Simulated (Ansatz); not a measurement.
```cif
data_structure
_symmetry_space_group_name_H-M 'P 1'
_symmetry_Int_Tables_number 1
_cell_length_a 2.4652
_cell_length_b 2.4652
_cell_length_c 39.4883
_cell_angle_alpha 90.000
_cell_angle_beta 90.000
_cell_angle_gamma 120.000
_cell_volume 207.82
loop_
_atom_site_label
_atom_site_type_symbol
_atom_site_fract_x
_atom_site_fract_y
_atom_site_fract_z
_atom_site_occupancy
C1 C 0.00000 0.00000 0.41412 1
C2 C 0.66667 0.33333 0.41411 1
C3 C 0.00000 0.00000 0.50000 1
C4 C 0.33333 0.66667 0.50000 1
C5 C 0.00000 0.00000 0.58588 1
C6 C 0.66667 0.33333 0.58589 1
```

These are results of DFT PBE+D3(BJ), scalar-relativistic, plane waves, PAW (Ansatz 0.2.0), not measurements.

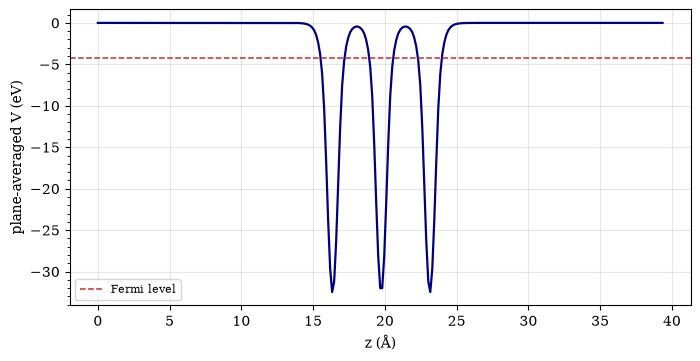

C (slab). Plane average of the electrostatic potential (local pseudopotential plus Hartree) felt by an electron across the slab.

In a PAW calculation such maps are meaningful between the atoms, not at the nuclei.

### How far above the Fermi level of the calculation is the vacuum level?

4.3 eV.

### How thick is the slab, and how wide the vacuum?

The outermost nuclei are 6.8 Å apart, in 3 atomic planes; the vacuum between periodic images is 32.7 Å wide.
